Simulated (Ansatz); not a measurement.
**SnO₂: geometry relaxation (part 3 of 3)**

SnO₂ (slab, 24 atoms in the cell); DFT PBEsol, scalar-relativistic, plane waves, PAW, no spin polarisation (Ansatz 0.2.0); cutoff 420 eV, 8×4×1 k-mesh, Gaussian smearing of 0.05 eV. The structure derives from an entry of the Crystallography Open Database. It belongs to a series of runs on one base structure; here: (1 1 0) slab, atoms relaxed.

Trajectory as extended XYZ (Å, eV, eV/Å), 7 frames, from step=1 to step=7:
```
24
Lattice="3.2121 0.0000 0.0000 0.0000 6.7443 0.0000 0.0000 0.0000 27.1821" Properties=species:S:1:pos:R:3:forces:R:3 step=1 energy=-56563.37754
Sn    0.0000    3.3722    7.5000    0.0000   0.0000   2.2636
Sn    1.6060    0.0000    7.5000    0.0000   0.0000  -0.0079
O     1.6060    2.0656    7.5000    0.0000   1.1232  -0.9417
O     1.6060    4.6787    7.5000    0.0000  -1.1232  -0.9417
O     0.0000    0.0000    8.8065    0.0000   0.0000  -0.4026
O     0.0000    3.3722    9.5656    0.0000   0.0000  -0.7770
Sn    0.0000    0.0000   10.8722    0.0000   0.0000   1.1043
Sn    1.6060    3.3722   10.8722    0.0000   0.0000   0.9333
O     1.6060    5.4378   10.8722    0.0000  -0.0420  -0.3176
O     1.6060    1.3065   10.8722    0.0000   0.0420  -0.3176
O     0.0000    3.3722   12.1787    0.0000   0.0000  -0.5945
O     0.0000    0.0000   12.9378    0.0000   0.0000  -0.5817
Sn    0.0000    3.3722   14.2443    0.0000   0.0000   0.9655
Sn    1.6060    0.0000   14.2443    0.0000   0.0000   0.6403
O     1.6060    2.0656   14.2443    0.0000  -0.0853  -0.2809
O     1.6060    4.6787   14.2443    0.0000   0.0853  -0.2809
O     0.0000    0.0000   15.5509    0.0000   0.0000  -0.4708
O     0.0000    3.3722   16.3100    0.0000   0.0000  -1.1062
Sn    0.0000    0.0000   17.6165    0.0000   0.0000   1.1956
Sn    1.6060    3.3722   17.6165    0.0000   0.0000   1.5768
O     1.6060    5.4378   17.6165    0.0000  -0.0015  -0.4217
O     1.6060    1.3065   17.6165    0.0000   0.0015  -0.4217
O     0.0000    3.3722   18.9230    0.0000   0.0000  -0.4709
O     0.0000    0.0000   19.6821    0.0000   0.0000  -0.3440
24
Lattice="3.2121 0.0000 0.0000 0.0000 6.7443 0.0000 0.0000 0.0000 27.1821" Properties=species:S:1:pos:R:3:forces:R:3 step=2 energy=-56564.06463
Sn    0.0000    3.3722    7.6177    0.0000   0.0000   1.0051
Sn    1.6060    0.0000    7.4378    0.0000   0.0000   0.0069
O     1.6060    2.1019    7.3390    0.0000   0.6972  -0.3234
O     1.6060    4.6425    7.3390    0.0000  -0.6972  -0.3234
O     0.0000    0.0000    8.7642    0.0000   0.0000  -0.1456
O     0.0000    3.3722    9.6367    0.0000   0.0000  -0.9715
Sn    0.0000    0.0000   10.8742    0.0000   0.0000   0.7428
Sn    1.6060    3.3722   10.9510    0.0000   0.0000   1.0895
O     1.6060    5.4365   10.8324    0.0000  -0.1440  -0.2414
O     1.6060    1.3078   10.8324    0.0000   0.1440  -0.2414
O     0.0000    3.3722   12.2254    0.0000   0.0000  -0.6847
O     0.0000    0.0000   12.9296    0.0000   0.0000  -0.5218
Sn    0.0000    3.3722   14.3003    0.0000   0.0000   1.1176
Sn    1.6060    0.0000   14.2653    0.0000   0.0000   0.6908
O     1.6060    2.0629   14.2289    0.0000  -0.0110  -0.2610
O     1.6060    4.6815   14.2289    0.0000   0.0110  -0.2610
O     0.0000    0.0000   15.5643    0.0000   0.0000  -0.5892
O     0.0000    3.3722   16.3409    0.0000   0.0000  -0.7538
Sn    0.0000    0.0000   17.6545    0.0000   0.0000   0.7226
Sn    1.6060    3.3722   17.6980    0.0000   0.0000   0.9612
O     1.6060    5.4377   17.5794    0.0000  -0.0233  -0.2248
O     1.6060    1.3066   17.5794    0.0000   0.0233  -0.2248
O     0.0000    3.3722   18.9701    0.0000   0.0000  -0.3441
O     0.0000    0.0000   19.6974    0.0000   0.0000  -0.2250
24
Lattice="3.2121 0.0000 0.0000 0.0000 6.7443 0.0000 0.0000 0.0000 27.1821" Properties=species:S:1:pos:R:3:forces:R:3 step=3 energy=-56564.25105
Sn    0.0000    3.3722    7.7259    0.0000   0.0000  -0.9324
Sn    1.6060    0.0000    7.4012    0.0000   0.0000   0.4028
O     1.6060    2.1686    7.1958    0.0000  -0.6866   0.2826
O     1.6060    4.5757    7.1958    0.0000   0.6866   0.2826
O     0.0000    0.0000    8.7482    0.0000   0.0000  -0.4452
O     0.0000    3.3722    9.6582    0.0000   0.0000   0.6317
Sn    0.0000    0.0000   10.9004    0.0000   0.0000  -0.2058
Sn    1.6060    3.3722   11.0878    0.0000   0.0000  -0.3973
O     1.6060    5.4183   10.7519    0.0000   0.0592   0.1228
O     1.6060    1.3260   10.7519    0.0000  -0.0592   0.1228
O     0.0000    3.3722   12.2832    0.0000   0.0000  -0.0812
O     0.0000    0.0000   12.9045    0.0000   0.0000   0.1865
Sn    0.0000    3.3722   14.4362    0.0000   0.0000  -0.3928
Sn    1.6060    0.0000   14.3021    0.0000   0.0000  -0.3379
O     1.6060    2.0646   14.1762    0.0000   0.0812   0.0939
O     1.6060    4.6798   14.1762    0.0000  -0.0812   0.0939
O     0.0000    0.0000   15.5298    0.0000   0.0000   0.2575
O     0.0000    3.3722   16.4022    0.0000   0.0000   0.1745
Sn    0.0000    0.0000   17.6797    0.0000   0.0000  -0.1059
Sn    1.6060    3.3722   17.8365    0.0000   0.0000  -0.0102
O     1.6060    5.4332   17.5121    0.0000  -0.0419   0.0224
O     1.6060    1.3111   17.5121    0.0000   0.0419   0.0224
O     0.0000    3.3722   19.0376    0.0000   0.0000   0.0719
O     0.0000    0.0000   19.6817    0.0000   0.0000   0.1402
24
Lattice="3.2121 0.0000 0.0000 0.0000 6.7443 0.0000 0.0000 0.0000 27.1821" Properties=species:S:1:pos:R:3:forces:R:3 step=4 energy=-56564.33995
Sn    0.0000    3.3722    7.6737    0.0000   0.0000  -0.1111
Sn    1.6060    0.0000    7.4367    0.0000   0.0000   0.0053
O     1.6060    2.1278    7.2438    0.0000   0.0967   0.0032
O     1.6060    4.6166    7.2438    0.0000  -0.0967   0.0032
O     0.0000    0.0000    8.7402    0.0000   0.0000   0.0058
O     0.0000    3.3722    9.6351    0.0000   0.0000   0.0204
Sn    0.0000    0.0000   10.8940    0.0000   0.0000   0.1231
Sn    1.6060    3.3722   11.0300    0.0000   0.0000  -0.0347
O     1.6060    5.4256   10.7673    0.0000   0.0552  -0.0279
O     1.6060    1.3187   10.7673    0.0000  -0.0552  -0.0279
O     0.0000    3.3722   12.2364    0.0000   0.0000   0.0719
O     0.0000    0.0000   12.9105    0.0000   0.0000   0.0164
Sn    0.0000    3.3722   14.3902    0.0000   0.0000   0.0787
Sn    1.6060    0.0000   14.2951    0.0000   0.0000   0.0429
O     1.6060    2.0659   14.1783    0.0000   0.0087  -0.0245
O     1.6060    4.6784   14.1783    0.0000  -0.0087  -0.0245
O     0.0000    0.0000   15.5494    0.0000   0.0000  -0.0472
O     0.0000    3.3722   16.3800    0.0000   0.0000   0.0778
Sn    0.0000    0.0000   17.6975    0.0000   0.0000  -0.0233
Sn    1.6060    3.3722   17.8233    0.0000   0.0000  -0.0824
O     1.6060    5.4328   17.5354    0.0000   0.0140   0.0122
O     1.6060    1.3116   17.5354    0.0000  -0.0140   0.0122
O     0.0000    3.3722   19.0345    0.0000   0.0000  -0.0393
O     0.0000    0.0000   19.7109    0.0000   0.0000  -0.0295
24
Lattice="3.2121 0.0000 0.0000 0.0000 6.7443 0.0000 0.0000 0.0000 27.1821" Properties=species:S:1:pos:R:3:forces:R:3 step=5 energy=-56564.34268
Sn    0.0000    3.3722    7.6617    0.0000   0.0000   0.0270
Sn    1.6060    0.0000    7.4464    0.0000   0.0000   0.0566
O     1.6060    2.1304    7.2383    0.0000   0.0001  -0.0182
O     1.6060    4.6139    7.2383    0.0000  -0.0001  -0.0182
O     0.0000    0.0000    8.7514    0.0000   0.0000  -0.0466
O     0.0000    3.3722    9.6289    0.0000   0.0000   0.0041
Sn    0.0000    0.0000   10.9088    0.0000   0.0000   0.0149
Sn    1.6060    3.3722   11.0263    0.0000   0.0000   0.0061
O     1.6060    5.4292   10.7703    0.0000  -0.0157   0.0038
O     1.6060    1.3152   10.7703    0.0000   0.0157   0.0038
O     0.0000    3.3722   12.2399    0.0000   0.0000  -0.0330
O     0.0000    0.0000   12.9226    0.0000   0.0000  -0.0497
Sn    0.0000    3.3722   14.3947    0.0000   0.0000  -0.0096
Sn    1.6060    0.0000   14.3007    0.0000   0.0000   0.0323
O     1.6060    2.0665   14.1789    0.0000  -0.0073   0.0026
O     1.6060    4.6778   14.1789    0.0000   0.0073   0.0026
O     0.0000    0.0000   15.5494    0.0000   0.0000   0.0049
O     0.0000    3.3722   16.3834    0.0000   0.0000  -0.0474
Sn    0.0000    0.0000   17.6920    0.0000   0.0000   0.0202
Sn    1.6060    3.3722   17.8132    0.0000   0.0000   0.0219
O     1.6060    5.4338   17.5330    0.0000  -0.0008  -0.0085
O     1.6060    1.3106   17.5330    0.0000   0.0008  -0.0085
O     0.0000    3.3722   19.0226    0.0000   0.0000   0.0277
O     0.0000    0.0000   19.7038    0.0000   0.0000   0.0110
24
Lattice="3.2121 0.0000 0.0000 0.0000 6.7443 0.0000 0.0000 0.0000 27.1821" Properties=species:S:1:pos:R:3:forces:R:3 step=6 energy=-56564.34330
Sn    0.0000    3.3722    7.6590    0.0000   0.0000  -0.0091
Sn    1.6060    0.0000    7.4535    0.0000   0.0000   0.0081
O     1.6060    2.1305    7.2335    0.0000  -0.0290  -0.0098
O     1.6060    4.6138    7.2335    0.0000   0.0290  -0.0098
O     0.0000    0.0000    8.7523    0.0000   0.0000   0.0064
O     0.0000    3.3722    9.6258    0.0000   0.0000  -0.0043
Sn    0.0000    0.0000   10.9135    0.0000   0.0000   0.0004
Sn    1.6060    3.3722   11.0217    0.0000   0.0000   0.0178
O     1.6060    5.4288   10.7684    0.0000   0.0023   0.0013
O     1.6060    1.3155   10.7684    0.0000  -0.0023   0.0013
O     0.0000    3.3722   12.2343    0.0000   0.0000  -0.0018
O     0.0000    0.0000   12.9244    0.0000   0.0000   0.0030
Sn    0.0000    3.3722   14.3892    0.0000   0.0000   0.0200
Sn    1.6060    0.0000   14.3086    0.0000   0.0000  -0.0216
O     1.6060    2.0658   14.1764    0.0000   0.0008  -0.0008
O     1.6060    4.6786   14.1764    0.0000  -0.0008  -0.0008
O     0.0000    0.0000   15.5549    0.0000   0.0000   0.0014
O     0.0000    3.3722   16.3785    0.0000   0.0000  -0.0149
Sn    0.0000    0.0000   17.7016    0.0000   0.0000  -0.0092
Sn    1.6060    3.3722   17.8111    0.0000   0.0000   0.0046
O     1.6060    5.4341   17.5335    0.0000   0.0036   0.0057
O     1.6060    1.3103   17.5335    0.0000  -0.0036   0.0057
O     0.0000    3.3722   19.0221    0.0000   0.0000   0.0020
O     0.0000    0.0000   19.7127    0.0000   0.0000   0.0044
24
Lattice="3.2121 0.0000 0.0000 0.0000 6.7443 0.0000 0.0000 0.0000 27.1821" Properties=species:S:1:pos:R:3:forces:R:3 step=7 energy=-56564.34352
Sn    0.0000    3.3722    7.6538    0.0000   0.0000  -0.0146
Sn    1.6060    0.0000    7.4577    0.0000   0.0000   0.0034
O     1.6060    2.1286    7.2257    0.0000  -0.0081   0.0023
O     1.6060    4.6157    7.2257    0.0000   0.0081   0.0023
O     0.0000    0.0000    8.7551    0.0000   0.0000   0.0120
O     0.0000    3.3722    9.6217    0.0000   0.0000   0.0149
Sn    0.0000    0.0000   10.9166    0.0000   0.0000  -0.0085
Sn    1.6060    3.3722   11.0213    0.0000   0.0000  -0.0071
O     1.6060    5.4291   10.7710    0.0000  -0.0005  -0.0040
O     1.6060    1.3152   10.7710    0.0000   0.0005  -0.0040
O     0.0000    3.3722   12.2335    0.0000   0.0000  -0.0078
O     0.0000    0.0000   12.9266    0.0000   0.0000  -0.0051
Sn    0.0000    3.3722   14.3898    0.0000   0.0000   0.0124
Sn    1.6060    0.0000   14.3091    0.0000   0.0000   0.0084
O     1.6060    2.0658   14.1754    0.0000   0.0000   0.0012
O     1.6060    4.6785   14.1754    0.0000   0.0000   0.0012
O     0.0000    0.0000   15.5562    0.0000   0.0000  -0.0089
O     0.0000    3.3722   16.3784    0.0000   0.0000  -0.0032
Sn    0.0000    0.0000   17.7027    0.0000   0.0000   0.0005
Sn    1.6060    3.3722   17.8121    0.0000   0.0000   0.0016
O     1.6060    5.4341   17.5356    0.0000   0.0017   0.0004
O     1.6060    1.3102   17.5356    0.0000  -0.0017   0.0004
O     0.0000    3.3722   19.0228    0.0000   0.0000   0.0003
O     0.0000    0.0000   19.7141    0.0000   0.0000   0.0019
```

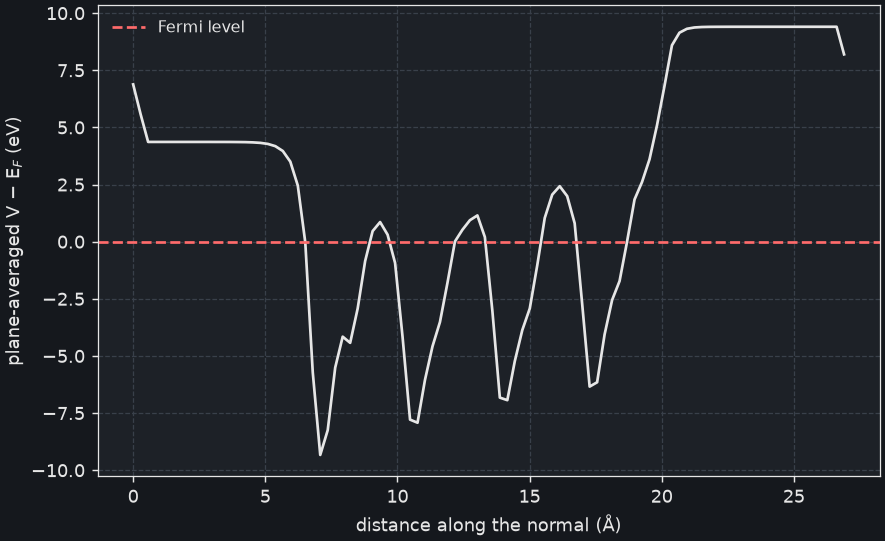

Plane average of the electrostatic potential energy of an electron across the cell, from the Fermi level. The vacuum level lies 9.40 eV above the Fermi level on the upper side and 4.36 eV on the lower.

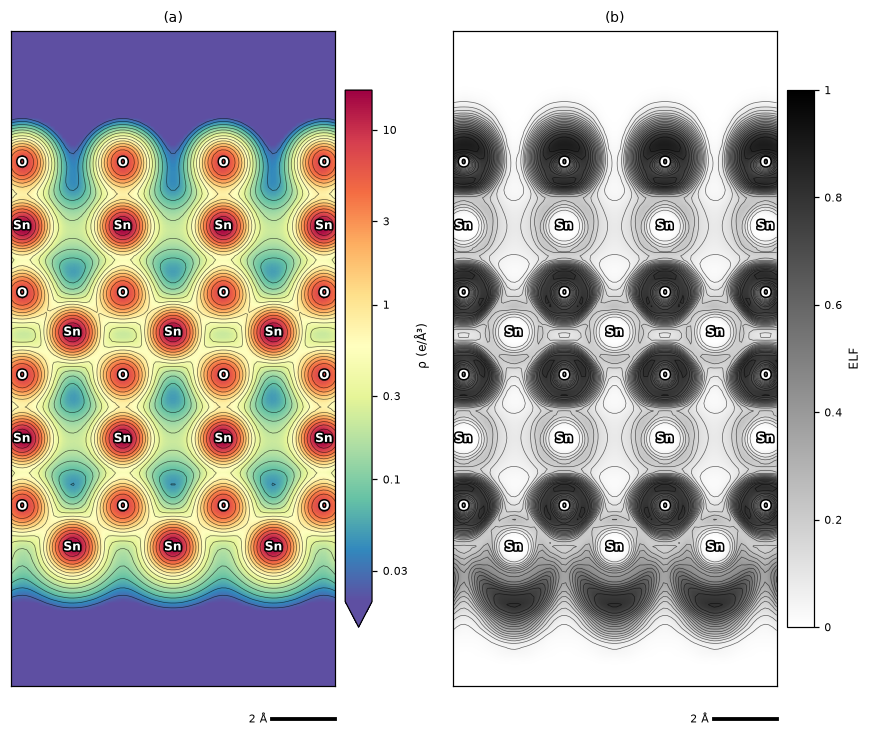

(a) valence electron density; (b) electron localisation function on the (010) plane of the calculation cell, a cut from vacuum to vacuum. Sn–O (2.01 Å): ρ at the midpoint is about 0.75 e/Å³; the ELF is about 0.25 at the midpoint (a polar contact without a shared pair, in a metal). Sn–O (2.06 Å): ρ is about 0.67 e/Å³ halfway; the ELF is about 0.25 at the midpoint; no shared pair; the contact is polar. Sn–O (2.12 Å): ρ at the midpoint is about 0.59 e/Å³; the ELF is about 0.25 at the midpoint (no shared pair; the contact is polar). Sn–O (2.16 Å): ρ is about 0.52 e/Å³ halfway; the ELF is about 0.20 at the midpoint (a polar contact without a shared pair, in a metal). The density dies away to nearly zero in the vacuum. The fields are those of the smooth PAW valence density.

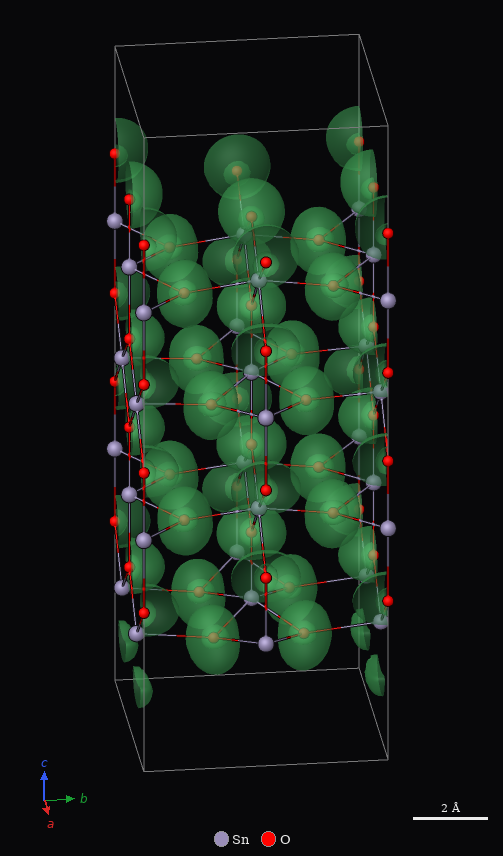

Isosurface of the electron localisation function at 0.7 (green), seen at an oblique angle. Core shells and regions of very low density are left out. Sticks mark near contacts. Along the contacts the grid gives the following. Sn–O (1.97 Å): the ELF is about 0.25 at the midpoint; no shared pair; the contact is polar. Sn–O (2.01 Å): the ELF is about 0.25 at the midpoint; no shared pair; the contact is polar.

This output came from the following input.

Input:
```yaml
crystal:
  lattice:
    - [3.2120684289, 0.0, 0.0]
    - [0.0, 6.7443406099, 0.0]
    - [0.0, 0.0, 27.1821439912]
  atoms:
    - { symbol: Sn, position: [0.0, 0.5, 0.2759164252] }
    - { symbol: Sn, position: [0.5, 0.0, 0.2759164252] }
    - { symbol: O, position: [0.5, 0.3062765059, 0.2759164252] }
    - { symbol: O, position: [0.5, 0.6937234941, 0.2759164252] }
    - { symbol: O, position: [0.0, 0.0, 0.3239824361] }
    - { symbol: O, position: [0.0, 0.5, 0.3519087045] }
    - { symbol: Sn, position: [0.0, 0.0, 0.3999747153] }
    - { symbol: Sn, position: [0.5, 0.5, 0.3999747153] }
    - { symbol: O, position: [0.5, 0.8062765059, 0.3999747153] }
    - { symbol: O, position: [0.5, 0.1937234941, 0.3999747153] }
    - { symbol: O, position: [0.0, 0.5, 0.4480407262] }
    - { symbol: O, position: [0.0, 0.0, 0.4759669946] }
    - { symbol: Sn, position: [0.0, 0.5, 0.5240330054] }
    - { symbol: Sn, position: [0.5, 0.0, 0.5240330054] }
    - { symbol: O, position: [0.5, 0.3062765059, 0.5240330054] }
    - { symbol: O, position: [0.5, 0.6937234941, 0.5240330054] }
    - { symbol: O, position: [0.0, 0.0, 0.5720990163] }
    - { symbol: O, position: [0.0, 0.5, 0.6000252847] }
    - { symbol: Sn, position: [0.0, 0.0, 0.6480912955] }
    - { symbol: Sn, position: [0.5, 0.5, 0.6480912955] }
    - { symbol: O, position: [0.5, 0.8062765059, 0.6480912955] }
    - { symbol: O, position: [0.5, 0.1937234941, 0.6480912955] }
    - { symbol: O, position: [0.0, 0.5, 0.6961573064] }
    - { symbol: O, position: [0.0, 0.0, 0.7240835748] }
basis:
  ecutwfc: 420
kpoints:
  mp_grid: { grid: [8, 4, 1] }
hamiltonian:
  xc: pbesol
scf:
  occupations: { method: gaussian, width: 0.05 }
output:
  forces: true
  eigenvalues: true
  write_density: true
  write_potential: true
  elf: true
  volumetric_format: npy
relax:
  adjacent_minimum: "off"
  f_tol: 0.02
  max_steps: 60
efield:
  axis: 3
  dipole_correction: true
  ramp_width: 0.04
```

Command:
```bash
ansatz run input.yaml --threads 2 --pin off --max-ram 5120MiB --backend cpu --events-out ev --progress --plain --runs-dir out
```

Key numbers:

- outcome: converged
- electrons treated: 208
- free energy: −56564.3435 eV
- work function, top face: 9.40 eV
- work function, bottom face: 4.36 eV
- Fermi energy: 1.355 eV
- gap on the k-point mesh: none (metallic)
- final volume: 588.85 Å³
- work function (upper face): 9.40 eV
- largest force (length of the vector) at the end: 0.015 eV/Å
- hardware: 2 threads of Arm Neoverse V1, 24 GiB of memory available, shared host
- wall time: 16 min (CPU time 33 min)
- peak memory: 1.7 GiB

Warnings of the run: the exchange-correlation potential is rough where the density is thin.
